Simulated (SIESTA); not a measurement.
## Energy of TiSi₂ along an even scaling of the cell

System: TiSi₂ (Immm, 3 atoms in the cell).
Method: Kohn-Sham DFT of a periodic cell, LDA, PseudoDojo 0.4 standard, converted to PSML, no spin polarisation (SIESTA 5.4.2).

The 7 runs differ only in the geometry, by an even scaling of the cell at fixed fractional positions. The structure derives from a Materials Project entry.

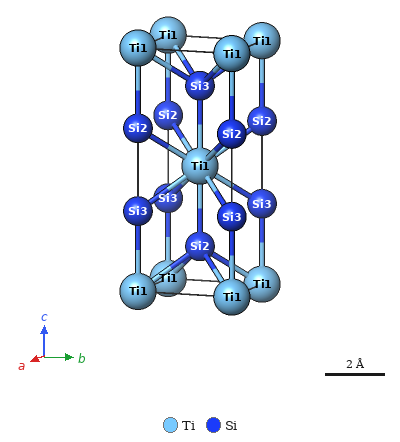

Figure 1. The structure of run 4 (ball-and-stick view of the cell 2 times as large as that of the calculation, set on its symmetry axes, seen slightly off an axis; atoms are numbered from 1 in the order of the input). An atom can appear more than once, as a periodic image.

### Input of run 4
```
SystemName                      TiSi2
SystemLabel                     TiSi2
NumberOfSpecies                 2
NumberOfAtoms                   3
%block ChemicalSpeciesLabel
  1  22 Ti
  2  14 Si
%endblock ChemicalSpeciesLabel

LatticeConstant                 1.0 Ang
%block LatticeVectors
    -1.4728720000     1.7121300000     4.2120830000
     1.4728720000    -1.7121300000     4.2120830000
     1.4728720000     1.7121300000    -4.2120830000
%endblock LatticeVectors
AtomicCoordinatesFormat         Fractional
%block AtomicCoordinatesAndAtomicSpecies
     0.0000000000     0.0000000000     0.0000000000  1  Ti
     0.6700780000     0.6700780000     0.0000000000  2  Si
     0.3299220000     0.3299220000     0.0000000000  2  Si
%endblock AtomicCoordinatesAndAtomicSpecies

%block kgrid.MonkhorstPack
   12   0   0  0.0
    0  12   0  0.0
    0   0  12  0.0
%endblock kgrid.MonkhorstPack
XC.Functional                   LDA
XC.Authors                      PW92
PAO.BasisSize                   DZP
PAO.EnergyShift                 0.003 Ry
Mesh.Cutoff                     800 Ry
OccupationFunction              FD
ElectronicTemperature           0.05 eV
MaxSCFIterations                120
SCF.MustConverge                false
SCF.Mixer.Method                Pulay
SCF.Mixer.Weight                0.25
SCF.Mixer.History               8
SCF.DM.Tolerance                5.0e-05
SCF.H.Tolerance                 1.0e-03 eV
WriteForces                     true
Charge.Mulliken                 end
%block PAO.Basis
  Ti 5
  n=3 0 2
    3.157 0.000
  n=4 0 2
    8.686 0.000
  n=3 1 2
    3.575 0.000
  n=4 1 1
    8.686
  n=3 2 2
    6.229 0.000
%endblock PAO.Basis
```

Command:
```bash
siesta < TiSi2.fdf > TiSi2.out 2>&1
```

Run 6 differs from it as follows:
```diff
-    -1.4728720000     1.7121300000     4.2120830000
-     1.4728720000    -1.7121300000     4.2120830000
-     1.4728720000     1.7121300000    -4.2120830000
+    -1.4922541174     1.7346606101     4.2675115011
+     1.4922541174    -1.7346606101     4.2675115011
+     1.4922541174     1.7346606101    -4.2675115011
```

### Results, with one run withheld

```tsv
run	volume per atom (Å³)	free energy per atom, from the lowest run given (meV)	pressure (GPa)
1	13.313	2.24	2.97
2	13.596	0.00	−0.36
3	13.879	3.33	−3.34
4	14.162	11.66	−6.01
5	14.446	24.44	−8.39
6	14.729	?	?
7	15.012	61.57	−12.44
```

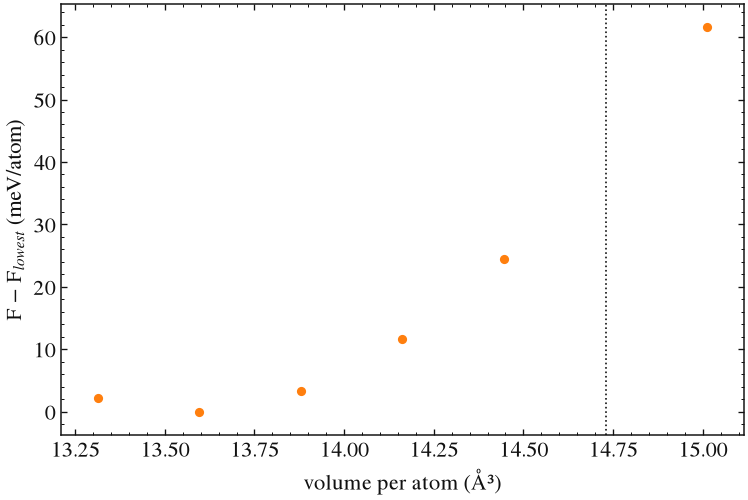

Figure 2. Free energy per atom of the runs given; the dotted line marks run 6.

Fit the runs given and predict run 6.

A cubic polynomial in V^(−2/3) (the Birch–Murnaghan form), fitted to the 6 runs given, misses them by at most 0.02 meV per atom. With x = V^(−2/3) − 0.17175 Å⁻², it reads F = 7.7705 − 3816.7 x + 4.6511e+05 x² + 4.0741e+05 x³ (meV per atom). At run 6 it gives 41.22 meV per atom, and the run itself gives 41.22. The slope of the fit gives a pressure −dF/dV of −10.54 GPa there, and the run prints −10.53 GPa. The fit has its minimum at 13.563 Å³ per atom, where V d²F/dV² gives 153 GPa. Cell shape and fractional positions are held, so this is the stiffness under even scaling; the relaxed bulk modulus wasn't computed.

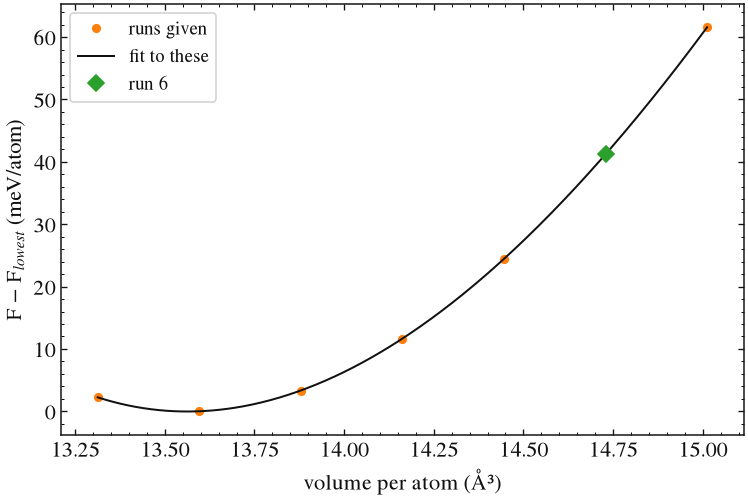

Figure 3. The fit and the withheld run.

### Some lines of the output (run 6)
```
[...]
outcell: Cell volume (Ang**3)        :     44.1867
stepf: Fermi-Dirac step function
siesta: Etot    =     -1847.144438
siesta: FreeEng =     -1847.155627
        iscf     Eharris(eV)        E_KS(eV)     FreeEng(eV)     dDmax    Ef(eV) dHmax(eV)
siesta: E_KS(eV) =            -1847.7727
siesta: E_KS - E_eggbox =     -1847.7727
siesta: Etot    =     -1847.772678
siesta: FreeEng =     -1847.784556
siesta:         Fermi =      -6.879032
siesta: Cell volume =         44.186743 Ang**3
    Orbital volume contribution        =           3.769841 eV
```

Notes: Points of doubt noted for this run: mulliken charges of long orbitals. With a small basis of atomic orbitals these values can differ much from converged plane-wave results.
